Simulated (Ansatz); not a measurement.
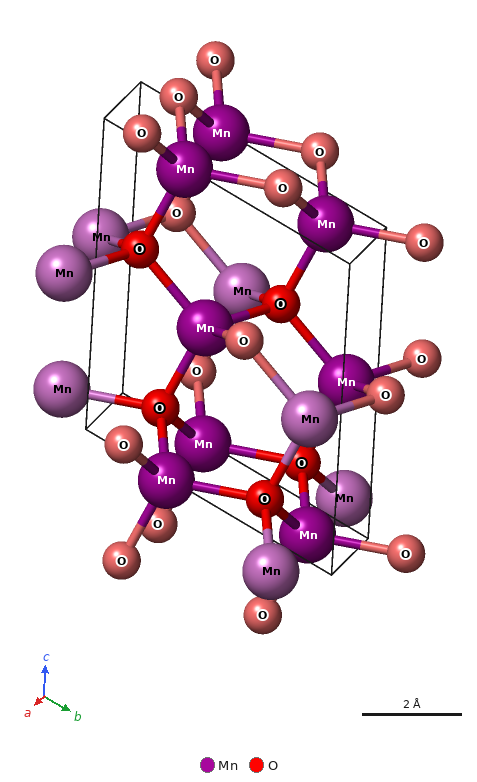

Fig. 1: The structure (ball-and-stick view of the reduced cell, seen slightly off an axis; neighbours outside the cell are drawn fainter). Near neighbours in the crystal (not all of them lie inside the picture): Mn has 4 O at 1.96 to 2.08 Å; O has 4 Mn at 1.96 to 2.08 Å.

**Run report: MnO, single-point calculation (part 1 of 2)**

MnO (P6₃mc, 8 atoms in the cell), computed with DFT PBE+U+J, scalar-relativistic, plane waves, PAW, U = 2 eV, J = 0.7 eV on Mn atom 1 d; U = 2 eV, J = 0.7 eV on Mn atom 2 d; U = 2 eV, J = 0.7 eV on Mn atom 5 d; U = 2 eV, J = 0.7 eV on Mn atom 6 d, spin-polarised (Ansatz 0.2.0).

The structure derives from an entry of the Crystallography Open Database. It belongs to a series of runs on one base structure; here: random orbitals: pairs, high filling. Figures and captions count atoms from 1; the log counts them from 0 in places.

## The input
```yaml
crystal:
  lattice:
    - [3.37170019, 0.0, 0.0]
    - [-1.68585009, 2.91997802, 5.38549882]
    - [0.0, 0.0, 10.77099764]
  atoms:
    - { symbol: Mn, position: [0.3333333333, 0.6666666667, 0.6721466666], spin: 5.0 }
    - { symbol: Mn, position: [0.6666666667, 0.3333333333, 0.0888133334], spin: 5.0 }
    - { symbol: O, position: [0.3333333333, 0.6666666667, 0.8544016667] }
    - { symbol: O, position: [0.6666666667, 0.3333333333, 0.2710683334] }
    - { symbol: Mn, position: [0.3333333333, 0.6666666667, 0.1721466667], spin: -5.0 }
    - { symbol: Mn, position: [0.6666666667, 0.3333333333, 0.5888133334], spin: -5.0 }
    - { symbol: O, position: [0.3333333333, 0.6666666667, 0.3544016666] }
    - { symbol: O, position: [0.6666666667, 0.3333333333, 0.7710683334] }
basis:
  ecutwfc: 420
  ecutrho_ratio: 4
kpoints:
  mp_grid: { grid: [6, 6, 6] }
hamiltonian:
  xc: pbe
  hubbard:
    sites:
      - { site: 0, l: d, u: 2.0, j: 0.7, starting_ns: [{ spin: up, occupation_matrix: s0up }, { spin: down, occupation_matrix: s0down }] }
      - { site: 1, l: d, u: 2.0, j: 0.7, starting_ns: [{ spin: up, occupation_matrix: s1up }, { spin: down, occupation_matrix: s1down }] }
      - { site: 4, l: d, u: 2.0, j: 0.7, starting_ns: [{ spin: up, occupation_matrix: s4up }, { spin: down, occupation_matrix: s4down }] }
      - { site: 5, l: d, u: 2.0, j: 0.7, starting_ns: [{ spin: up, occupation_matrix: s5up }, { spin: down, occupation_matrix: s5down }] }
    double_counting: amf
    occupation_matrices:
      s0up:
        matrix:
          - [0.97, 0.0, 0.0, 0.0, 0.0]
          - [0.0, 0.97, 0.0, 0.0, 0.0]
          - [0.0, 0.0, 0.97, 0.0, 0.0]
          - [0.0, 0.0, 0.0, 0.97, 0.0]
          - [0.0, 0.0, 0.0, 0.0, 0.97]
      s0down:
        matrix:
          - [0.02, 0.0, 0.0, 0.0, 0.0]
          - [0.0, 0.02, 0.0, 0.0, 0.0]
          - [0.0, 0.0, 0.02, 0.0, 0.0]
          - [0.0, 0.0, 0.0, 0.02, 0.0]
          - [0.0, 0.0, 0.0, 0.0, 0.02]
      s1up:
        matrix:
          - [0.97, 0.0, 0.0, 0.0, 0.0]
          - [0.0, 0.97, 0.0, 0.0, 0.0]
          - [0.0, 0.0, 0.97, 0.0, 0.0]
          - [0.0, 0.0, 0.0, 0.97, 0.0]
          - [0.0, 0.0, 0.0, 0.0, 0.97]
      s1down:
        matrix:
          - [0.02, 0.0, 0.0, 0.0, 0.0]
          - [0.0, 0.02, 0.0, 0.0, 0.0]
          - [0.0, 0.0, 0.02, 0.0, 0.0]
          - [0.0, 0.0, 0.0, 0.02, 0.0]
          - [0.0, 0.0, 0.0, 0.0, 0.02]
      s4up:
        matrix:
          - [0.02, 0.0, 0.0, 0.0, 0.0]
          - [0.0, 0.02, 0.0, 0.0, 0.0]
          - [0.0, 0.0, 0.02, 0.0, 0.0]
          - [0.0, 0.0, 0.0, 0.02, 0.0]
          - [0.0, 0.0, 0.0, 0.0, 0.02]
      s4down:
        matrix:
          - [0.97, 0.0, 0.0, 0.0, 0.0]
          - [0.0, 0.97, 0.0, 0.0, 0.0]
          - [0.0, 0.0, 0.97, 0.0, 0.0]
          - [0.0, 0.0, 0.0, 0.97, 0.0]
          - [0.0, 0.0, 0.0, 0.0, 0.97]
      s5up:
        matrix:
          - [0.02, 0.0, 0.0, 0.0, 0.0]
          - [0.0, 0.02, 0.0, 0.0, 0.0]
          - [0.0, 0.0, 0.02, 0.0, 0.0]
          - [0.0, 0.0, 0.0, 0.02, 0.0]
          - [0.0, 0.0, 0.0, 0.0, 0.02]
      s5down:
        matrix:
          - [0.97, 0.0, 0.0, 0.0, 0.0]
          - [0.0, 0.97, 0.0, 0.0, 0.0]
          - [0.0, 0.0, 0.97, 0.0, 0.0]
          - [0.0, 0.0, 0.0, 0.97, 0.0]
          - [0.0, 0.0, 0.0, 0.0, 0.97]
    ns_hold: until_converged
scf:
  occupations: { method: gaussian, width: 0.05 }
  lower_state_search: "off"
  max_iter: 150
output:
  forces: true
  stress: true
  eigenvalues: true
  populations: true
  hubbard:
    sites:
      - { site: 0, l: d }
      - { site: 1, l: d }
      - { site: 4, l: d }
      - { site: 5, l: d }
magnetization:
  spin_polarized: true
```

Run as:
```bash
ansatz run input.yaml --threads 4 --pin off --max-ram 6144MiB --backend cpu --events-out ev --progress --plain --runs-dir out
```

## Output
```
Mn: projections on atomic orbitals take those of the free atom [Ne] 3s2 3p6 3d5 4s2, of charge +0.00 (hamiltonian.pseudopotentials.projection_atoms); the dataset's partial waves leave at most 9.0e-7 of an orbital's norm unspanned inside its sphere
O: projections on atomic orbitals take those of the free atom [He] 2s2 2p4, of charge +0.00 (hamiltonian.pseudopotentials.projection_atoms); the dataset's partial waves leave at most 1.9e-8 of an orbital's norm unspanned inside its sphere
Engine: ansatz 0.2.0, x86_64-unknown-linux-gnu
Pseudopotentials: kind: paw
Pseudopotential: Mn, paw, valence charge 15, recommended cutoff 420 eV (normal), Mn.paw.azcp
Pseudopotential: O, paw, valence charge 6, recommended cutoff 420 eV (normal), O.paw.azcp
Functional definition: PBE
  parameter kappa = 0.804
  parameter beta = 0.06672455060314922
  exchange = pbe_x(kappa = kappa, mu = beta*pi^2/3)
  correlation = pbe_c(beta = beta)
Crystal: 8 atoms, lattice volume = 106.044 Å³
Basis set: ecut = 420 eV, 2117 PW (Γ), exchange–correlation on 48×90×144 points (8 copies of the dense FFT grid, shifted against one another)
Bands: 63, of which v1, the nominal top of the filled ones, is band 42 counted from 1 (41 counted from 0)
Symmetry: 2 space group operations
Space group: Cm (ITA 8), of the structure as read, at distance tolerance 4.7e-5 Å
Magnetic group: BNS 8.35 (UNI 42), of the structure as read, at distance tolerance 4.7e-5 Å
k-points: 68 of 216 (time reversal used)
Non-local potential: Mn, projectors of the file, l = 0: 3, l = 1: 2, l = 2: 3, l = 3: 1
Non-local potential: O, projectors of the file, l = 0: 2, l = 1: 2, l = 2: 1
PAW form: soft (Blöchl's): semilocal exchange-correlation on the pseudo side does not see the compensation charge
PAW one-centre angular grid: Mn, 590 points (default); XC on 64 Gauss nodes
PAW one-centre angular grid: O, 110 points (default); XC on 64 Gauss nodes
Initial density: superposition of atomic densities (chi_scale 0.1, normalization cell, long waves kept (reshape's long-wave potential 0.00 eV rms))
Starting moments: Σ|m| = 20 μB on 4 of 8 sites
Starting magnetic order: antiferromagnet; a translation exchanges its spin sublattices: spin-degenerate at every k-point
Initial wavefunctions: pseudopotential atomic-orbital guess
Functional: x = pbe(κ = 0.804, μ = 0.2195149727645171), c = pbe(β = 0.06672455060314922)
WARN: the translation (0, 0, 0.5) carries every atom to within crystal.symmetry.tolerance of an atom of its element with the starting moment reversed, but both spin channels are solved: site 0 translated lies 1.00e-10 (fractional; 1.08e-9 Å) from site 4 (counted from 0 in this solve's list of atoms, which can differ from the deck's where the deck declares a space group, asks for a supercell or sets defects), and one channel is solved only where every such distance is under 5.68e-14 (fractional). A two-channel solve makes about twice the Hamiltonian applications of a one-channel solve. Where the deck types every atom, coordinates typed digit for digit as the partner's plus the translation, between 0 and 1 (0.2553 and 0.7553), lie under that distance; relaxed ones, or ones converted from Cartesian, may not. crystal.symmetry.spin_inversion_symmetry: false solves both channels without this notice (see the input reference for what else it changes)
SCF iter   1: F=—  HF=-17872.319735 eV  |F-HF|=—  |Δ(HF+E_count)|=         —  Δρ=1.25e-1 (↑1.25e-1 ↓1.25e-1)  dr2=4.94e1  dr2_m=2.57e0  M=0.000 μB ∫|m|=16.183 μB  β_m=0.30  ethr=3.10e-3  ⟨swp⟩=5.0  Hψ=28088  notcnv=0  defer=285
preconditioner: auto → Resta (q_TF=auto, 2.624 Å⁻¹)  ε∞=6.8  [insulator: Δε(μ)=0.474 eV  Ē_g=10.833 eV  σ=0.050 eV  W_gap=1.00  n_scr=38 (ndim 8)  ℏωp=26.0 eV  f_vac=0.000  D(μ)=0.00/eV (n_scr^D=0)  ε∞_Penn≈6.8]
spin=Collinear: Resta preconditioning applied to the charge; magnetization (m = ρ↑ − ρ↓) channel mixes plain (no charge-response kernel on spin).
SCF iter   2: F=—  HF=-17865.427202 eV  |F-HF|=—  |Δ(HF+E_count)|=    6.89e0  Δρ=3.07e-2 (↑3.07e-2 ↓3.07e-2)  dr2=2.85e0  dr2_m=3.81e-1  M=0.000 μB ∫|m|=18.087 μB  β_m=0.30  ethr=3.10e-3  ⟨swp⟩=3.6  Hψ=18025  notcnv=0  defer=1782
SCF iter   3: F=—  HF=-17865.519715 eV  |F-HF|=—  |Δ(HF+E_count)|=   9.25e-2  Δρ=2.25e-2 (↑2.25e-2 ↓2.25e-2)  dr2=1.14e0  dr2_m=2.89e-1  M=0.000 μB ∫|m|=18.036 μB  β_m=0.30  ethr=3.10e-3  ⟨swp⟩=2.0  Hψ=10984  notcnv=0  defer=1800
SCF iter   4: F=—  HF=-17865.567423 eV  |F-HF|=—  |Δ(HF+E_count)|=   4.77e-2  Δρ=1.81e-2 (↑1.81e-2 ↓1.81e-2)  dr2=1.45e-1  dr2_m=2.58e-1  M=-0.000 μB ∫|m|=17.970 μB  β_m=0.30  ethr=1.36e-3  ⟨swp⟩=3.2  Hψ=11814  notcnv=0  defer=1800
SCF iter   5: F=—  HF=-17865.757634 eV  |F-HF|=—  |Δ(HF+E_count)|=   1.90e-1  Δρ=1.14e-2 (↑1.14e-2 ↓1.14e-2)  dr2=3.02e-2  dr2_m=1.19e-1  M=0.000 μB ∫|m|=18.022 μB  β_m=0.30  ethr=1.73e-4  ⟨swp⟩=3.2  Hψ=16255  notcnv=0  defer=1790
SCF iter   6: F=—  HF=-17865.831294 eV  |F-HF|=—  |Δ(HF+E_count)|=   7.37e-2  Δρ=8.53e-3 (↑8.53e-3 ↓8.53e-3)  dr2=1.16e-2  dr2_m=6.73e-2  M=-0.000 μB ∫|m|=18.026 μB  β_m=0.30  ethr=3.60e-5  ⟨swp⟩=2.1  Hψ=11068  notcnv=0  defer=1792
SCF iter   7: F=—  HF=-17865.869301 eV  |F-HF|=—  |Δ(HF+E_count)|=   3.80e-2  Δρ=6.02e-3 (↑6.02e-3 ↓6.02e-3)  dr2=5.54e-3  dr2_m=3.35e-2  M=0.000 μB ∫|m|=18.022 μB  β_m=0.30  ethr=1.39e-5  ⟨swp⟩=2.6  Hψ=13436  notcnv=0  defer=1792
Mixer restart at iter 7: flushing history
spin-set hold released at iteration 7 (site moments contracting): the magnetisation degrees of freedom join the quasi-Newton model from the next iteration; the mixer history was flushed
SCF iter   8: F=—  HF=-17865.890634 eV  |F-HF|=—  |Δ(HF+E_count)|=   2.13e-2  Δρ=4.52e-3 (↑4.52e-3 ↓4.52e-3)  dr2=8.15e-4  dr2_m=1.96e-2  M=-0.000 μB ∫|m|=18.033 μB  β_m=0.65  ethr=6.59e-6  ⟨swp⟩=2.0  Hψ=10047  notcnv=0  defer=1792
SCF iter   9: F=—  HF=-17865.917156 eV  |F-HF|=—  |Δ(HF+E_count)|=   2.65e-2  Δρ=1.32e-3 (↑1.32e-3 ↓1.32e-3)  dr2=5.59e-3  dr2_m=4.43e-5  M=0.000 μB ∫|m|=18.050 μB  β_m=0.54  ethr=9.70e-7  ⟨swp⟩=2.7  Hψ=13882  notcnv=0  defer=1792
SCF iter  10: F=—  HF=-17865.915943 eV  |F-HF|=—  |Δ(HF+E_count)|=   1.21e-3  Δρ=1.80e-4 (↑1.80e-4 ↓1.79e-4)  dr2=3.19e-5  dr2_m=2.19e-5  M=-0.000 μB ∫|m|=18.059 μB  β_m=0.73  ethr=9.70e-7  ⟨swp⟩=2.1  Hψ=13426  notcnv=0  defer=1792
SCF iter  11: F=—  HF=-17865.916086 eV  |F-HF|=—  |Δ(HF+E_count)|=   1.42e-4  Δρ=6.14e-5 (↑5.97e-5 ↓6.14e-5)  dr2=5.69e-6  dr2_m=1.90e-6  M=0.000 μB ∫|m|=18.059 μB  β_m=0.87  ethr=3.79e-8  ⟨swp⟩=2.0  Hψ=11571  notcnv=0  defer=1792
SCF iter  12: F=—  HF=-17865.916093 eV  |F-HF|=—  |Δ(HF+E_count)|=   7.07e-6  Δρ=4.60e-5 (↑4.40e-5 ↓4.60e-5)  dr2=6.72e-6  dr2_m=2.39e-7  M=-0.000 μB ∫|m|=18.060 μB  β_m=0.67  ethr=6.77e-9  ⟨swp⟩=2.0  Hψ=12218  notcnv=0  defer=1792
SCF iter  13: F=—  HF=-17865.916091 eV  |F-HF|=—  |Δ(HF+E_count)|=   1.18e-6  Δρ=1.07e-5 (↑1.07e-5 ↓1.01e-5)  dr2=4.80e-7  dr2_m=2.21e-8  M=0.000 μB ∫|m|=18.060 μB  β_m=0.84  ethr=6.77e-9  ⟨swp⟩=2.0  Hψ=10407  notcnv=0  defer=1792
SCF iter  14: F=—  HF=-17865.916092 eV  |F-HF|=—  |Δ(HF+E_count)|=   5.51e-7  Δρ=9.41e-6 (↑9.41e-6 ↓7.23e-6)  dr2=1.90e-7  dr2_m=1.42e-8  M=-0.000 μB ∫|m|=18.060 μB  β_m=0.73  ethr=5.71e-10  ⟨swp⟩=2.0  Hψ=10404  notcnv=0  defer=1792
SCF iter  15: F=—  HF=-17865.916092 eV  |F-HF|=—  |Δ(HF+E_count)|=   4.69e-8  Δρ=2.41e-6 (↑2.41e-6 ↓2.20e-6)  dr2=1.85e-8  dr2_m=1.10e-9  M=0.000 μB ∫|m|=18.060 μB  β_m=0.73  ethr=2.26e-10  ⟨swp⟩=2.0  Hψ=11075  notcnv=0  defer=1792
Mixer restart at iter 15: flushing history
SCF iter  16: F=—  HF=-17865.916103 eV  |F-HF|=—  |Δ(HF+E_count)|=         —  Δρ=7.54e-6 (↑7.54e-6 ↓6.87e-6)  dr2=2.19e-7  dr2_m=5.61e-9  M=0.000 μB ∫|m|=18.060 μB  β_m=0.73  ethr=2.20e-11  ⟨swp⟩=2.0  Hψ=12492  notcnv=0  defer=1792
SCF iter  17: F=—  HF=-17865.936452 eV  |F-HF|=—  |Δ(HF+E_count)|=   2.03e-2  Δρ=2.77e-4 (↑2.77e-4 ↓2.73e-4)  dr2=2.01e-5  dr2_m=6.41e-5  M=-0.000 μB ∫|m|=18.049 μB  β_m=0.11  ethr=2.20e-11  ⟨swp⟩=5.5  Hψ=24423  notcnv=0  defer=1792
SCF iter  18: F=—  HF=-17865.936929 eV  |F-HF|=—  |Δ(HF+E_count)|=   4.77e-4  Δρ=2.52e-4 (↑2.52e-4 ↓2.51e-4)  dr2=1.51e-5  dr2_m=5.42e-5  M=-0.000 μB ∫|m|=18.048 μB  β_m=0.18  ethr=2.20e-11  ⟨swp⟩=3.4  Hψ=19381  notcnv=0  defer=1776
SCF iter  19: F=—  HF=-17865.937506 eV  |F-HF|=—  |Δ(HF+E_count)|=   5.77e-4  Δρ=2.34e-4 (↑2.34e-4 ↓2.25e-4)  dr2=1.82e-5  dr2_m=4.39e-5  M=-0.000 μB ∫|m|=18.047 μB  β_m=0.32  ethr=2.20e-11  ⟨swp⟩=3.2  Hψ=17757  notcnv=0  defer=1776
SCF iter  20: F=—  HF=-17865.938316 eV  |F-HF|=—  |Δ(HF+E_count)|=   8.10e-4  Δρ=1.76e-4 (↑1.58e-4 ↓1.76e-4)  dr2=7.14e-6  dr2_m=2.35e-5  M=0.000 μB ∫|m|=18.045 μB  β_m=0.53  ethr=2.20e-11  ⟨swp⟩=4.0  Hψ=19979  notcnv=0  defer=1776
SCF iter  21: F=—  HF=-17865.938664 eV  |F-HF|=—  |Δ(HF+E_count)|=   3.48e-4  Δρ=2.28e-5 (↑2.28e-5 ↓1.53e-5)  dr2=9.06e-7  dr2_m=1.75e-7  M=-0.000 μB ∫|m|=18.041 μB  β_m=0.52  ethr=2.20e-11  ⟨swp⟩=4.0  Hψ=20551  notcnv=0  defer=1776
SCF iter  22: F=—  HF=-17865.938664 eV  |F-HF|=—  |Δ(HF+E_count)|=   2.09e-7  Δρ=8.78e-6 (↑6.01e-6 ↓8.78e-6)  dr2=2.07e-7  dr2_m=1.21e-8  M=0.000 μB ∫|m|=18.041 μB  β_m=0.59  ethr=2.20e-11  ⟨swp⟩=2.8  Hψ=14595  notcnv=0  defer=1776
iter 23 met the thresholds in force, and the SCF goes on: an eigenvalue changes by 0.70 meV, over its tolerance of 0.50 meV (output.eigenvalues, Limitations)
SCF iter  23: F=-17865.938664 eV  HF=-17865.938664 eV  |F-HF|=3.55e-8  |Δ(HF+E_count)|=   8.08e-8  Δρ=4.59e-6 (↑4.49e-6 ↓4.59e-6)  dr2=8.74e-8  dr2_m=2.00e-9  M=-0.000 μB ∫|m|=18.041 μB  β_m=0.73  ethr=2.20e-11  ⟨swp⟩=9.2  Hψ=41093  notcnv=0
iter 24 met the thresholds in force, and the SCF goes on: an eigenvalue changes by 0.88 meV, over its tolerance of 0.50 meV (output.eigenvalues, Limitations)
SCF iter  24: F=-17865.938664 eV  HF=-17865.938664 eV  |F-HF|=2.38e-8  |Δ(HF+E_count)|=   6.03e-8  Δρ=4.45e-6 (↑4.45e-6 ↓3.04e-6)  dr2=4.78e-8  dr2_m=2.08e-9  M=0.000 μB ∫|m|=18.041 μB  β_m=1.00  ethr=2.20e-11  ⟨swp⟩=1.4  Hψ=22768  notcnv=0
Mixer restart at iter 24: flushing history
SCF iter  25: F=-17865.938663 eV  HF=-17865.938664 eV  |F-HF|=6.80e-7  |Δ(HF+E_count)|=   1.33e-7  Δρ=1.41e-5 (↑1.41e-5 ↓1.15e-5)  dr2=6.85e-7  dr2_m=1.04e-8  M=-0.000 μB ∫|m|=18.041 μB  β_m=1.00  ethr=2.20e-11  ⟨swp⟩=2.9  Hψ=12915  notcnv=0  κ⁻¹=1.0e0(r=1)
SCF iter  26: F=-17865.938664 eV  HF=-17865.938664 eV  |F-HF|=3.84e-8  |Δ(HF+E_count)|=   1.19e-7  Δρ=3.24e-6 (↑2.34e-6 ↓3.24e-6)  dr2=4.05e-8  dr2_m=7.34e-10  M=0.000 μB ∫|m|=18.041 μB  ethr=2.20e-11  ⟨swp⟩=2.6  Hψ=26321  notcnv=0
SCF 1 converged in 26 iterations: F = -17865.938664 eV  dr2 = 4.05e-8
  greatest PAW one-centre occupation: 1.003 electrons in one spin orbital (limit 2), on the Mn atom at site 5 (counted from 0), in its partial waves of l = 1
```

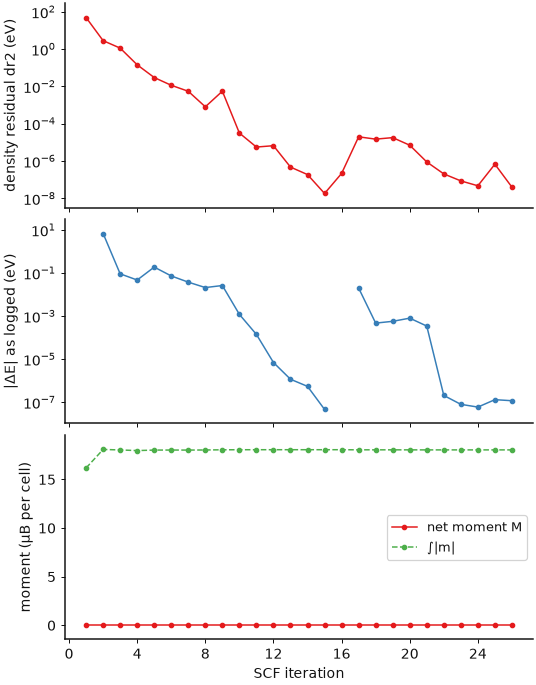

Fig. 2: Convergence of the self-consistent field: density residual dr2, size of the energy change and magnetic moment against the SCF iteration. The residual falls unevenly and jumps up by a factor of two or more 4 times on the way down. The net moment stays at 0.0 μB per cell.

```
SCF converged after 26 iterations
an eigenvalue changed by more than its tolerance at an iteration that met the thresholds in force, so the SCF went on 2 times, its first undamped step at iteration 24: the last check found none over its tolerance
Magnetization: 0.0000 μB (42.0000 up, 42.0000 down)
Absolute magnetization: 18.0453 μB (∫|ρ↑−ρ↓|, with the PAW one-centre terms)
Spin contamination: 9.2024 ħ² per cell (⟨S²⟩ above its minimum at these occupations)
Per-site moments (μB) at R_I (Å): [(3.677337473244906, 0.8097656225815613), (3.6749024048690018, 0.8097656221372578), (0.09618679910928611, 0.8097656225815613), (0.002866743758525295, 0.8097656221372578), (-3.677329304351096, 0.8097656216929536), (-3.6748957378459233, 0.8097656221372578), (-0.096177954181729, 0.8097656216929536), (-0.002857151792889779, 0.8097656221372578)]
Free energy (F): -17865.938664 eV
Harris-Foulkes:  -17865.938664 eV  (|F-HF|=3.84e-8)
Internal energy: -17865.938501 eV  (E = F + TS)
```
